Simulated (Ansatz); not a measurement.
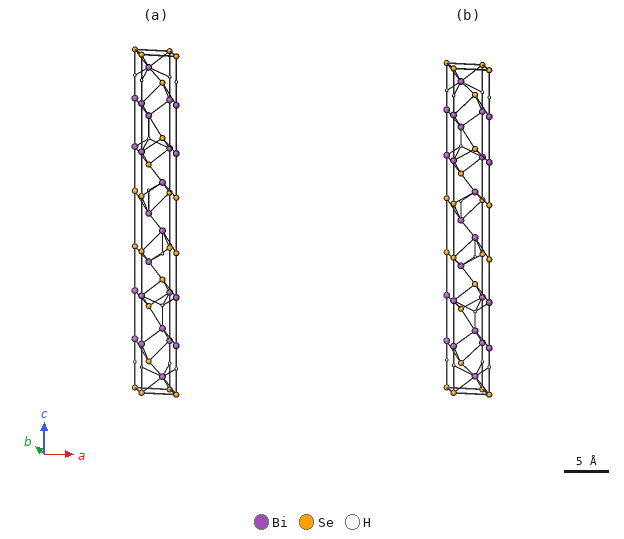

The structure of crystalline Bi4H2Se3 (set up in R-3m) before (left) and after (right) a relaxation, at one scale.

Style: ball-and-stick. Shown: the conventional cell (3 times the calculation's cell), slightly off an axis. Lengths and directions refer to the drawn axes.

Case: 2 H put on empty site 1 of 1 host cells, relaxed.

Theory: Ansatz 0.2.0, DFT PBE+D3(BJ), scalar-relativistic, plane waves, PAW. (plane-wave cutoff 420 eV; k-point mesh 12 × 12 × 12; occupations gaussian; smearing width 0.1 eV; no spin polarisation; cell and atoms relaxed; force threshold 0.025 eV/Å; at most 60 steps)

**Describe what moved and what it gained.**

The run was cut off at its time limit before the relaxation converged, so the last structure is only a point on the way. The largest moves relative to the cell, 0.31 Å, are those of H atoms. Largest moves by element: H 0.31 Å, Bi 0.11 Å, Se 0.06 Å. The volume changes by +1.5 %, with a = b 4.270 → 4.392 Å (+2.9 %), c 39.595 → 37.979 Å (−4.1 %). Some distances before and after: Bi–H 2.693 → 2.243 Å, Bi–H 2.739 → 2.871 Å, Bi–Se 3.070 → 3.151 Å, Bi–Se 2.900 → 2.845 Å. Among the angles between lasting bonds that change: Bi–Se–Bi 94.8° → 101.0°, Se–Bi–Se 94.8° → 101.0°, Se–Bi–Se 175.2° → 170.6°. The space group stays R-3m (No. 166). Over 2 geometry steps the energy falls by 0.381 eV per cell of the calculation. The largest force component goes from 0.45 to 0.72 eV/Å. Pressure: 0.35 GPa at the start and 0.40 GPa at the end. Cost: 5.5 min on 2 threads of Arm Neoverse V1, with other jobs on the host, peak memory 1.7 GiB.
